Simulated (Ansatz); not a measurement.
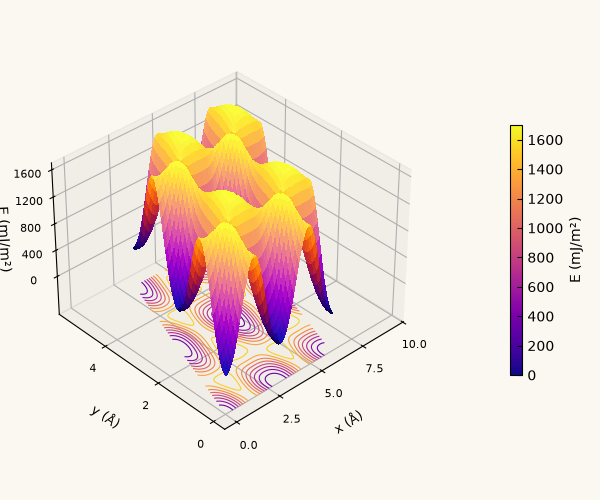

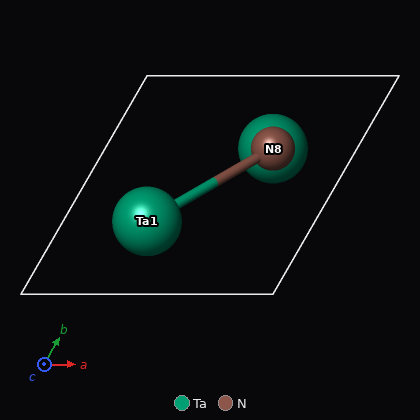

Energy landscape of TaN (P6_3mc, No. 186; 8 atoms in the cell). Gamma surface: rigid slide across a plane, one fault a cell; the plane is (0 0 1) of the conventional cell, and the faces at the cut hold Ta and N. Places are given modulo a cell vector. The map is drawn in real space over the plane of the slide. Nothing is relaxed (rigid halves, spacing across the cut fixed). The grid has 6 × 6 points; 10 points were computed and 26 follow by symmetry. Energies: mJ/m², counted from the lowest grid point. Computed with DFT PBEsol, scalar-relativistic, plane waves, PAW (Ansatz). Settings: cutoff 520 eV, k-mesh 14×14×4 in the order of the run's cell vectors, gaussian smearing 0.15 eV, no spin polarisation.

Drawn: a relief with its contours projected below, any walls above the top of the colour scale cut off. Between grid points the surface is interpolated. The second picture is the structure at the lowest point

**Summarise what can be read from the map.**

The lowest grid point is at (0/6, 0/6) of the cell vectors. It is the only kind of minimum in the scanned range. The highest grid point, (2/6, 2/6) of the cell vectors, lies 1756 mJ/m² above the lowest. On the interpolated surface the easiest way out of the lowest well to its copy in the next cell or period passes a barrier of about 1500 mJ/m².

The values on the grid:

| slide along a2 ↓, slide along a1 → | 0/6 | 1/6 | 2/6 | 3/6 | 4/6 | 5/6 |
| --- | --- | --- | --- | --- | --- | --- |
| 5/6 | 306 | 306 | 989 | 1586 | 1586 | 989 |
| 4/6 | 1077 | 752 | 1077 | 1586 | 1748 | 1586 |
| 3/6 | 1530 | 1467 | 1467 | 1530 | 1586 | 1586 |
| 2/6 | 1077 | 1467 | 1756 | 1467 | 1077 | 989 |
| 1/6 | 306 | 752 | 1467 | 1467 | 752 | 306 |
| 0/6 | 0 | 306 | 1077 | 1530 | 1077 | 306 |

Time for the 10 points that were run: 15 min on 4 threads of Intel(R) Xeon(R) Processor @ 2.50GHz (Skylake/Cascade Lake) (shared host).
